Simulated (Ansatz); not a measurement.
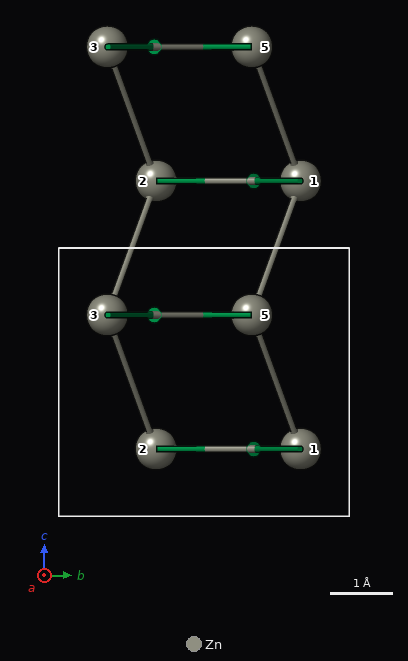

A relaxation of solid Zn (set up in P6_3/mmc) (coarse preliminary run). The starting structure is drawn; green arrows show the displacements (the part carried along by the change of the cell is left out), magnified 30 times.

A ball-and-stick model of the cell of the calculation, repeated 1 × 1 × 2 with one cell outlined, seen along the a axis.

Case: 2 of 2 Li taken out, relaxed.

These are results of DFT PBE, scalar-relativistic, plane waves, PAW (Ansatz 0.2.0), not measurements.

Input
```yaml
crystal:
  lattice:
    - [5.5029727302, 0.0, 0.0]
    - [-2.7514863651, 4.7657141807, 0.0]
    - [0.0, 0.0, 4.394463119]
  atoms:
    - { symbol: Zn, position: [0.6646885032, 0.8323442516, 0.25] }
    - { symbol: Zn, position: [0.1676557484, 0.3353114968, 0.25] }
    - { symbol: Zn, position: [0.8323442516, 0.1676557484, 0.75] }
    - { symbol: Zn, position: [0.3353114968, 0.1676557484, 0.75] }
    - { symbol: Zn, position: [0.8323442516, 0.6646885032, 0.75] }
    - { symbol: Zn, position: [0.1676557484, 0.8323442516, 0.25] }
basis:
  ecutwfc: 420
kpoints:
  mp_grid: { grid: [6, 6, 4] }
hamiltonian:
  xc: pbe
scf:
  occupations: { method: gaussian, width: 0.1 }
output:
  forces: true
  stress: true
  eigenvalues: true
relax:
  adjacent_minimum: "off"
  f_tol: 0.0325
  max_steps: 70
  cell: { stress_tol: 0.24 }
```

Command:
```bash
ansatz run input.yaml --threads 2 --pin off --max-ram 5120MiB --backend cpu --events-out ev --progress --plain --runs-dir out
```

Q: What did the optimiser do to the structure, and how much energy did it gain?

A: The largest moves relative to the cell, 0.059 Å, are those of Zn1, Zn2, Zn3, Zn4, Zn5 and Zn6. Zn1 goes along [−2 −1 0]. The drawn cell changes as follows: a = b 5.503 → 5.389 Å (−2.1 %), c 4.394 → 4.170 Å (−5.1 %); the volume changes by −9.0 %. Near-neighbour distances that change, for instance: Zn1–Zn2 2.735 → 2.576 Å, Zn1–Zn3 2.717 → 2.643 Å, Zn1–Zn2 (another image) 2.768 → 2.813 Å. The space group stays P6_3/mmc (No. 194). After 3 accepted moves (4 points after the start) the energy has fallen by 38.5 meV per atom. The largest force component goes from 0.44 to 0.0052 eV/Å. The pressure goes from −3.93 to 0.03 GPa. At 1 point the geometry stayed and the basis and grid were re-selected for the new cell (energy shift of 0.8 meV per atom at most each time).
